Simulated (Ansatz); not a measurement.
# A thicker film of Ga2O3 (0001) from four thinner ones

In a field along its normal an insulating film takes a dipole p. Written as a length, p/(ε₀AE), it should grow by 1 − 1/ε for each ångström added.

**Method.** Ansatz 0.2.0, plane waves with PAW datasets (its set soft_2), PBE; corundum films relaxed at a bulk in-plane lattice constant near the measured one, then held in weak fields of both signs with a dipole correction (A is the cell's area, E the outer field).

```tsv
run	distance between the outer atoms (Å)	p/(ε₀AE) (Å)
3 units	4.710	5.475
4 units	7.136	7.332
5 units	9.460	9.122
6 units	11.745	10.889
8 units	16.338	?
```

Q: Estimate the withheld value from the rows shown.

A least-squares line through the 4 rows shown has slope 0.7696 and intercept 1.8455; no row lies more than 0.005 Å off it. That slope means ε = 1/(1 − 0.7696) = 4.34. At 16.338 it gives 0.7696 × 16.338 + 1.8455 = 14.419 Å, beyond the rows fitted. Rounding and scatter of the rows alone allow about ±0.012 Å there.

The run itself gives 14.437 Å: a miss of +0.018 Å, or 0.1 % of the value. The length is met to within 1 %, though ε is more sensitive than the length: the two thickest films give ε = 4.40.

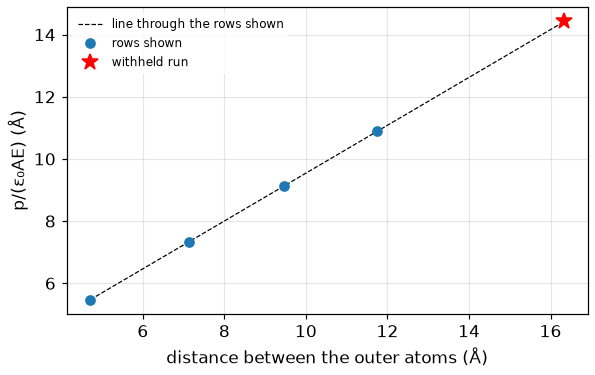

The fit and the withheld run.

**Limits.** This is the electronic response alone. A unit is one step of the cut along the normal (a plane, a pair of planes or a cell), and the layers relax along it, away from their bulk spacing where the functional's lattice constant differs from the one held.

[Logs are printed without paths, hosts, clocks, repeated set-up lines and the standing remarks that a program may print on its own settings, such as how far it seeks lower states.]
